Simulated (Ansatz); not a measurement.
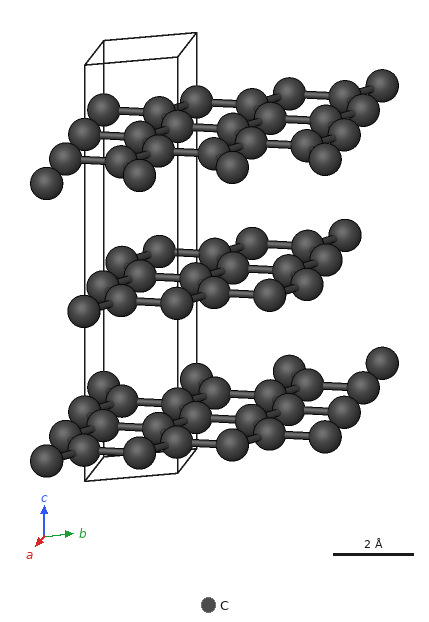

**Figure 1.** The input geometry (ball-and-stick view of the cell 3 times as large as that of the calculation, set on its symmetry axes, repeated 3 × 3 × 1, seen at an oblique angle). An atom can appear more than once, as a periodic image.

Run report: C, single-point calculation

The run: single-point calculation of C (2 atoms in the cell). Method and program: DFT, PBEsol, plane waves, PAW, no spin polarisation (Ansatz 0.2.0).

The structure derives from an entry of the Crystallography Open Database. Some settings of this run were made unusual or wrong on purpose.

## Input
```yaml
crystal:
  lattice:
    - [1.2294551258, 0.7098262478, 3.598101453]
    - [-1.2294551258, 0.7098262478, 3.598101453]
    - [0.0, -1.4196524957, 3.598101453]
  atoms:
    - { symbol: C, position: [0.166639602, 0.166639602, 0.166639602] }
    - { symbol: C, position: [0.833360398, 0.833360398, 0.833360398] }
basis:
  ecutwfc: 420
kpoints:
  mp_grid: { grid: [18, 17, 19] }
hamiltonian:
  xc: pbesol
scf:
  occupations: { method: gaussian, width: 0.02 }
  max_iter: 80
output:
  forces: true
  eigenvalues: true
  stress: true
```

Run on 2 threads of Intel Xeon (Granite Rapids), 192 GiB of memory available, shared host.

Run as:
```bash
ansatz run input.yaml --threads 2 --pin off --max-ram 5120MiB --backend cpu --events-out ev --progress --plain --runs-dir out
```

## Output
```
Warning: crystal.symmetry: narrowed to the stabiliser of the k-point mesh — unitary ops 12 → 2; excluded 10 operations that carry a point of the 18×17×19 mesh (shift [0, 0, 0]) off the mesh (the run samples exactly the mesh kpoints.mp_grid names, as under crystal.symmetry.detect: false, and its converged state has the mesh's symmetry, not the crystal's; ε∞, the Born charges and the force constants of a linear response (`dielectric:` by the response, `phonons.method: dfpt`) are averaged over those of the crystal's operations that the state keeps within a tolerance, where `mesh_tensors`, `unaveraged_element` or `gamma_mean_max_change_ev_ang2` stands beside them; a row that `dielectric.field_direction` solves alone is averaged likewise, with nothing beside; a Γ-centred mesh of equal divisions is mapped onto itself by every operation and keeps the whole group, as does a half-shifted one under kpoints.further_shifts: images)
basis.fft_grid_basis auto: the FFT boxes are laid along the combinations [[1, 0, -1], [0, 1, -1], [0, 0, 1]] of the cell's own vectors, 2.459, 2.459 and 3.868 Å long. The dense box has 18×18×27 points. Along the cell's own vectors, as sized, it would have 27×27×27, 2.25 times as many. Of the 12 symmetry operations that the crystal satisfies within crystal.symmetry.tolerance (time reversal apart; of a slab, those that keep its plane) the dense box along the cell's own vectors carries 12, and the one as laid loses 8 of those. basis.fft_grid_basis: typed keeps the cell's own vectors: state it where this run's energies or levels are differenced outside the engine with another run's, or held beside a run that keeps those vectors.
Engine: ansatz 0.2.0, x86_64-unknown-linux-gnu
Pseudopotentials: kind: paw
Pseudopotential: C, paw, valence charge 4, recommended cutoff 420 eV (normal), C.paw.azcp
Functional definition: PBEsol
  exchange = pbesol_x
  correlation = pbesol_c
Crystal: 2 atoms, lattice volume = 18.840 Å³
Basis set: ecut = 420 eV, 367 PW (Γ), FFT grids on a1−a3, a2−a3, a3, exchange–correlation on 36×36×54 points (8 copies of the dense FFT grid, shifted against one another)
Bands: 8, of which v1, the nominal top of the filled ones, is band 4 counted from 1 (3 counted from 0)
Symmetry: 2 space group operations
k-points: 2908 of 5814
Non-local potential: C, projectors of the file, l = 0: 2, l = 1: 2, l = 2: 1
PAW form: soft (Blöchl's): semilocal exchange-correlation on the pseudo side does not see the compensation charge
PAW frozen core: C, regenerated for the run's functional, and the local potential with it (the file was generated under x = pbe(κ = 0.804, μ = 0.2195149727645171), c = pbe(β = 0.06672455060314922))
PAW one-centre angular grid: C, 110 points (default); XC on 64 Gauss nodes
Initial density: superposition of atomic densities (neutral atoms: chi_scale 0, normalization atom), corrected by the library's trained network
Initial wavefunctions: pseudopotential atomic-orbital guess
Functional: x = pbesol(κ = 0.804, μ = 0.12345679012345678), c = pbesol(β = 0.046)
SCF iter   1: F=—  HF=-493.381722 eV  |F-HF|=—  |Δ(HF+E_count)|=         —  Δρ=3.44e-3  dr2=1.13e-3  ethr=1.77e-3  ⟨swp⟩=4.8  Hψ=156378  notcnv=0
preconditioner: auto → none  [insulator: Δε(μ)=0.033 eV  Ē_g=18.187 eV  σ=0.020 eV  W_gap=0.76  n_scr=2 (ndim 8)  ℏωp=24.2 eV  f_vac=0.060  D(μ)=0.02/eV (n_scr^D=0)  ε∞_Penn≈2.8]
SCF iter   2: F=—  HF=-493.382102 eV  |F-HF|=—  |Δ(HF+E_count)|=   3.79e-4  Δρ=1.56e-3  dr2=2.08e-4  ethr=1.41e-5  ⟨swp⟩=3.0  Hψ=68821  notcnv=0
SCF iter   3: F=—  HF=-493.382161 eV  |F-HF|=—  |Δ(HF+E_count)|=   5.93e-5  Δρ=2.00e-4  dr2=5.00e-6  ethr=2.60e-6  ⟨swp⟩=2.8  Hψ=40904  notcnv=0
SCF iter   4: F=—  HF=-493.382168 eV  |F-HF|=—  |Δ(HF+E_count)|=   6.61e-6  Δρ=6.05e-5  dr2=3.41e-7  ethr=6.25e-8  ⟨swp⟩=2.9  Hψ=35281  notcnv=0
iter 5 did not close the SCF: its close was put off for the readings that it lacked (scf_convergence_deferred on its scf_iter line)
SCF iter   5: F=-493.382168 eV  HF=-493.382168 eV  |F-HF|=3.23e-9  |Δ(HF+E_count)|=   3.64e-7  Δρ=9.50e-6  dr2=1.20e-8  ethr=4.26e-9  ⟨swp⟩=2.1  Hψ=34030  notcnv=0
SCF iter   6: F=-493.382168 eV  HF=-493.382168 eV  |F-HF|=6.15e-10  |Δ(HF+E_count)|=  1.49e-10  Δρ=3.07e-6  dr2=1.07e-9  ethr=1.50e-10  ⟨swp⟩=2.2  Hψ=76927  notcnv=0
SCF 1 converged in 6 iterations: F = -493.382168 eV  dr2 = 1.07e-9
  greatest PAW one-centre occupation: 0.672 electrons in one spin orbital (limit 2), on the C atom at site 1 (counted from 0), in its partial waves of l = 0
```

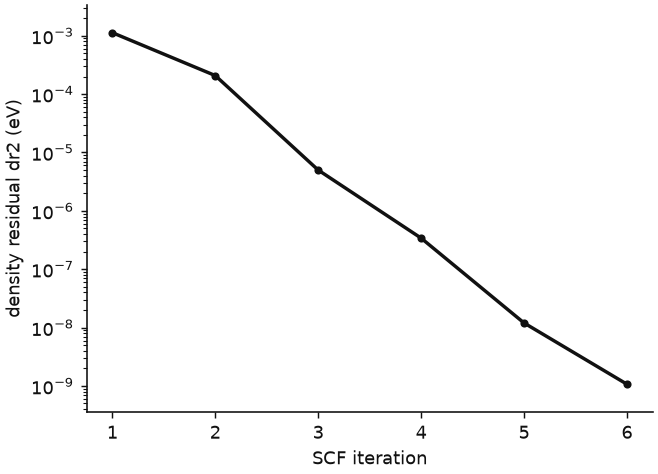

**Figure 2.** Convergence of the self-consistent field: density residual dr2 against the SCF iteration. The residual falls at every step.

```
SCF converged after 6 iterations
Free energy (F): -493.382168 eV
Harris-Foulkes:  -493.382168 eV  (|F-HF|=6.15e-10)
Internal energy: -493.382164 eV  (E = F + TS)
E sigma→0 (E₀):  -493.382166 eV
Entropy (-TS):   -0.000004 eV (-0.002 meV/atom)
Fermi energy:    6.228030 eV
--- Per-component energies (eV) ---
  E_band       = -23.505427
  E_kinetic    = 181.619347
  E_local      = -344.280968  (includes V_loc(G=0)·N_el)
  E_nonlocal   = 54.836151
  E_hartree    = 108.251943
  E_xc         = -95.171734
  E_vxc        = -118.280865  (∫ρ·V_xc dr)
  E_paw        = -190.961185  (= ΣΔE_a)
  E_vpaw       = -13.902490  (= ΣTr[D̂ρ^β])
  E_aug_tail   = 0.000016  (compensation charges beyond the density's cutoff)
  E_ewald      = -207.717935
  E_core_change = 0.042201  (= ΣΔE_core)
  E_smearing   = -0.000004  (= −TS)
  E_closure    = 0.000000  (closes the sum)
  Σ components = -493.382168   (vs F -493.382168, Δ=0.00e0)
--- Forces (eV/Å), atoms counted from 1 ---
  atom   1  C      0.00119208    -0.00264436     0.00255082
  atom   2  C     -0.00119208     0.00264436    -0.00255082
  max |Σ_I F_I| component: 0.00e0 eV/Å
--- Stress (GPa, compression-positive) ---
       -0.004955      -0.020227       0.008034
       -0.020227      -0.057814       0.000271
        0.008034       0.000271       0.104152
  P = ⅓ Tr σ = 0.0138 GPa (0.138 kbar)
--- Band table (eV; the first three rows and the last of 2908) ---
  k-point 0: bands = ["-13.4138", "-0.7634", "3.2254", "3.2256", "9.7656", "14.5913", "14.5914", "17.6961"]
  k-point 1: bands = ["-13.3471", "-0.6913", "2.9574", "3.0827", "9.8602", "14.6294", "14.8775", "17.4605"]
  k-point 2: bands = ["-13.1474", "-0.4764", "2.2131", "2.6987", "10.1435", "14.6819", "15.6872", "16.7914"]
  k-point 2907: bands = ["-8.4273", "-6.5250", "-0.2587", "3.3515", "7.8977", "13.6460", "18.6418", "20.4110"]
```

## What the run reported

```csv
quantity,value
outcome,converged
space group (tolerance 0.01 Å),R-3m (166)
electrons treated,8
free energy,−493.3822 eV
Fermi energy,6.228 eV
gap on the k-point mesh,0.03 eV
pressure,0.01 GPa
largest force (length of the vector),0.004 eV/Å
wall time,7.2 s (CPU time 14 s)
peak memory,0.8 GiB
```

## Remarks

This input holds a deliberate fault: a mesh that breaks the symmetry (`kpoints.mp_grid.grid`). The run converged; whether the setting changed the result can't be told without a sound run beside it. Warnings of the run: the k-point mesh lowers the symmetry that the run can use.
